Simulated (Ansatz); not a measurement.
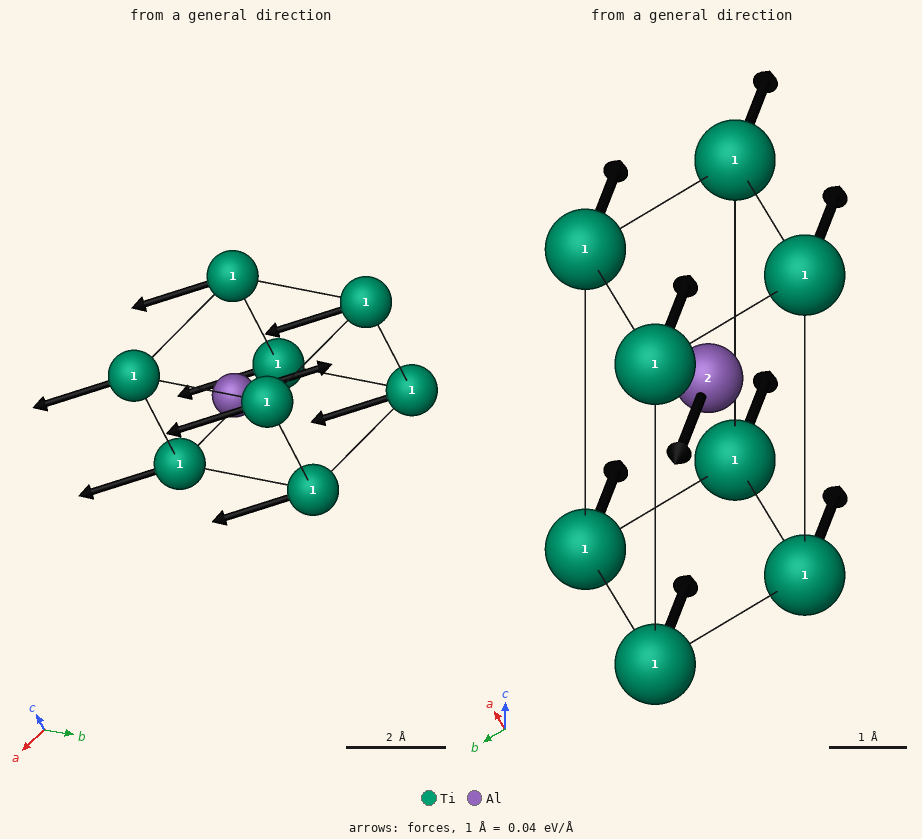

Structure drawing (spheres-only), viewed from two general directions. The frame is the cell (the run's own, in a reduced setting); atoms at its boundary are shown with their periodic copies. The arrows are the computed forces on the atoms.

System: TiAl. All computed values are from Ansatz, DFT r2SCAN, scalar-relativistic, plane waves, PAW. Settings: a 500 eV plane-wave basis, k-points about 0.14 Å⁻¹ apart, Gaussian smearing of 0.15 eV, no spin polarisation.

Question: Is the structure at rest?

Answer: No. The atoms still feel forces of up to about 0.067 eV/Å, above a usual threshold of 0.01 to 0.03 eV/Å.

Question: Which atom carries the strongest force?

Answer: Ti1 and Al2, about 0.067 eV/Å.

The structure comes from a structure listed in the Materials Project. The cell was then strained or its atoms displaced on purpose. It was the input of a calculation with Ansatz.
